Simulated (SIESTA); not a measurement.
## A series of single points on Na2S

System: Na2S (3 atoms in the cell).
Method: Kohn-Sham DFT of a periodic cell, PBEsol, PseudoDojo 0.4 standard, converted to PSML, no spin polarisation (SIESTA 5.4.2).

The 7 runs differ only in the geometry, by an even scaling of the cell at fixed fractional positions. The structure derives from an entry of the Crystallography Open Database.

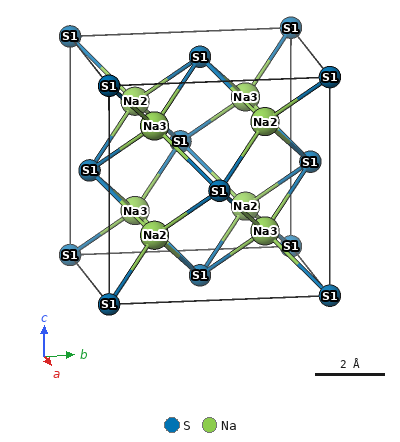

Figure 1. The structure of run 4 (ball-and-stick view of the cell 4 times as large as that of the calculation, set on its symmetry axes, seen slightly off an axis; atoms are numbered from 1 in the order of the input). An atom can appear more than once, as a periodic image.

### Input of run 4
```
SystemName                      Na2S
SystemLabel                     Na2S
NumberOfSpecies                 2
NumberOfAtoms                   3
%block ChemicalSpeciesLabel
  1  16 S
  2  11 Na
%endblock ChemicalSpeciesLabel

LatticeConstant                 1.0 Ang
%block LatticeVectors
     0.0000000000     3.2735000000     3.2735000000
     3.2735000000     0.0000000000     3.2735000000
     3.2735000000     3.2735000000     0.0000000000
%endblock LatticeVectors
AtomicCoordinatesFormat         Fractional
%block AtomicCoordinatesAndAtomicSpecies
     0.0000000000     0.0000000000     0.0000000000  1  S
     0.7500000000     0.7500000000     0.7500000000  2  Na
     0.2500000000     0.2500000000     0.2500000000  2  Na
%endblock AtomicCoordinatesAndAtomicSpecies

%block kgrid.MonkhorstPack
    7   0   0  0.0
    0   7   0  0.0
    0   0   7  0.0
%endblock kgrid.MonkhorstPack
XC.Functional                   GGA
XC.Authors                      PBEsol
PAO.BasisSize                   DZP
PAO.EnergyShift                 0.003 Ry
Mesh.Cutoff                     800 Ry
OccupationFunction              FD
ElectronicTemperature           0.05 eV
MaxSCFIterations                120
SCF.MustConverge                false
SCF.Mixer.Method                Pulay
SCF.Mixer.Weight                0.25
SCF.Mixer.History               8
SCF.DM.Tolerance                5.0e-05
SCF.H.Tolerance                 1.0e-03 eV
WriteForces                     true
Charge.Mulliken                 end
%block PAO.Basis
  Na 4
  n=2 0 2
    2.925 0.000
  n=3 0 2
    9.500 0.000
  n=2 1 2
    3.442 0.000
  n=3 1 1
    9.500
%endblock PAO.Basis
```

Command:
```bash
siesta Na2S.fdf > Na2S.out 2>&1
```

Run 5 differs from it as follows:
```diff
-     0.0000000000     3.2735000000     3.2735000000
-     3.2735000000     0.0000000000     3.2735000000
-     3.2735000000     3.2735000000     0.0000000000
+     0.0000000000     3.2951794397     3.2951794397
+     3.2951794397     0.0000000000     3.2951794397
+     3.2951794397     3.2951794397     0.0000000000
```

### Results, with one run withheld

```tsv
run	volume per atom (Å³)	free energy per atom, from the lowest run given (meV)	pressure (GPa)	gap on the mesh (eV)
1	21.982	6.54	1.86	2.59
2	22.450	2.22	1.11	2.52
3	22.918	0.00	0.43	2.45
4	23.385	0.11	−0.20	2.39
5	23.853	?	?	?
6	24.321	4.47	−1.26	2.26
7	24.789	8.82	−1.71	2.20
```

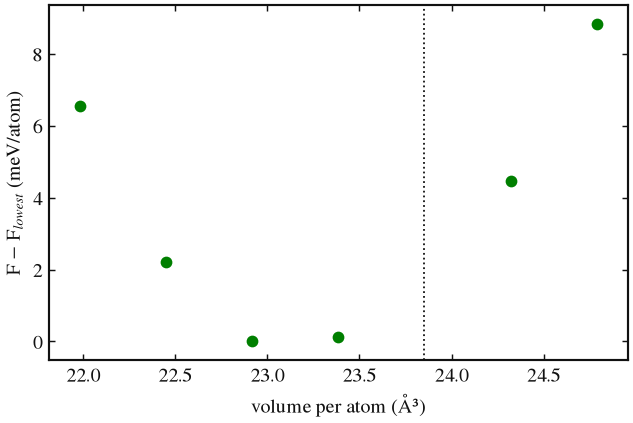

Figure 2. Free energy per atom of the runs given; the dotted line marks run 5.

What should run 5 give?

A cubic polynomial in V^(−2/3) (the Birch–Murnaghan form), fitted to the 6 runs given, misses them by at most 0.13 meV per atom. With x = V^(−2/3) − 0.12268 Å⁻², it reads F = −0.14772 − 207.52 x + 3.2439e+05 x² + 3.1426e+06 x³ (meV per atom). At run 5 it gives 1.54 meV per atom, and the run itself gives 1.51. The slope of the fit gives a pressure −dF/dV of −0.79 GPa there, and the run prints −0.75 GPa. The fit has its minimum at 23.182 Å³ per atom, where V d²F/dV² gives 30.4 GPa: the bulk modulus at this level, since symmetry fixes the shape and the positions. The gap on the mesh goes, without turning, from 2.59 eV in run 1 to 2.20 eV in run 7; run 5 has 2.32 eV. These are gaps of this functional on this mesh, which can miss the band edges; they aren't the measured gap.

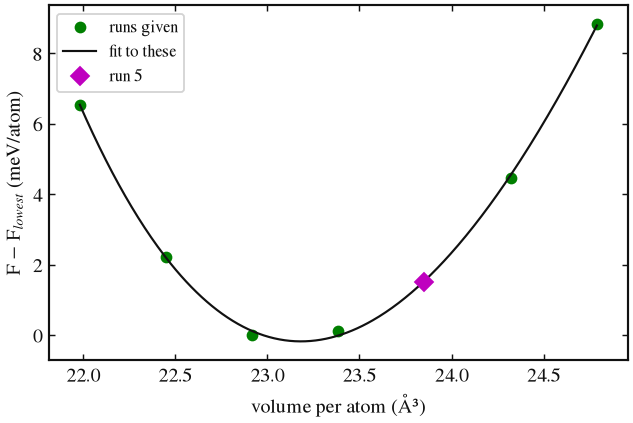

Figure 3. The fit and the withheld run.

### Some lines of the output (run 5)
```
[...]
outcell: Cell volume (Ang**3)        :     71.5595
stepf: Fermi-Dirac step function
siesta: Etot    =     -2785.074588
siesta: FreeEng =     -2785.074588
        iscf     Eharris(eV)        E_KS(eV)     FreeEng(eV)     dDmax    Ef(eV) dHmax(eV)
siesta: E_KS(eV) =            -2785.8993
siesta: E_KS - E_eggbox =     -2785.8993
siesta: Etot    =     -2785.899325
siesta: FreeEng =     -2785.899325
siesta:         Fermi =      -5.583657
siesta: Cell volume =         71.559484 Ang**3
    Orbital volume contribution        =           3.889915 eV
```

Notes: Points of doubt noted for this run: mulliken charges of long orbitals. With a small basis of atomic orbitals these values can differ much from converged plane-wave results.
